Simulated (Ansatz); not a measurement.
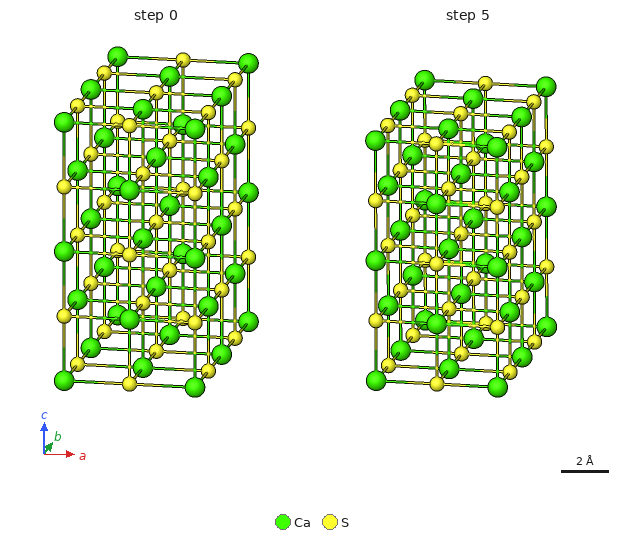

The structure of a crystal of CaS (set up in Fm-3m) (coarse preliminary run) before (left) and after (right) a relaxation, at one scale.

Style: ball-and-stick. Shown: the conventional cell (4 times the calculation's cell), repeated 1 × 2 × 2 with one cell outlined, slightly off an axis. Lengths and directions refer to the drawn axes.

Case: input drawn at random.

Level of theory: DFT PBE+U, scalar-relativistic, plane waves, PAW in Ansatz.

Input
```yaml
crystal:
  lattice:
    - [0.0, 2.8523742917, 2.8523742917]
    - [2.8523742917, 0.0, 2.8523742917]
    - [2.8523742917, 2.8523742917, 0.0]
  atoms:
    - { symbol: Ca, position: [0.0, 0.0, 0.0] }
    - { symbol: S, position: [0.5, 0.5, 0.5] }
basis:
  ecutwfc: "36 Ry"
kpoints:
  mp_grid: { grid: [4, 4, 4], shift: [0.5, 0.5, 0.5] }
hamiltonian:
  xc: pbe
  hubbard:
    sites: [{ species: S, l: p, u_eff: 2.3 }]
    projectors: ortho-atomic
scf:
  occupations: { method: gaussian, width: 0.1 }
output:
  forces: true
  stress: true
  eigenvalues: true
relax:
  adjacent_minimum: "off"
  f_tol: 0.008
  max_steps: 5
  cell: { p_target: 20 }
```

Launched with:
```bash
ansatz run input.yaml --threads 1 --pin off --max-ram 1331MiB --backend cpu --events-out ev --progress --plain --runs-dir out
```

> What changed between the two?

Over 4 accepted moves (5 points after the start) the energy rises by 233 meV per atom. With the target pressure of 20 GPa, the enthalpy E + pV changes by −337 meV per atom. All forces vanish by symmetry, so only the cell relaxes. Pressure: −0.17 GPa at the start and 19.99 GPa at the end. The SCF was repeated once at an unchanged geometry on a basis and grid sized afresh for the cell, which shifted the energy by 0.1 meV per atom at most. The atoms keep their places relative to the cell (all moves are under 0.005 Å). The volume changes by −19.7 %, with a = b = c 5.705 → 5.303 Å (−7.0 %), α 90.0° → 90.3°, β 90.0° → 90.3°, γ 90.0° → 90.3°. Some distances before and after: Ca1–S2 2.852 → 2.652 Å. The space group (tolerance 0.01 Å) goes from Fm-3m (No. 225) to R-3m (No. 166). The run took of the order of 4 core-seconds on a shared host.
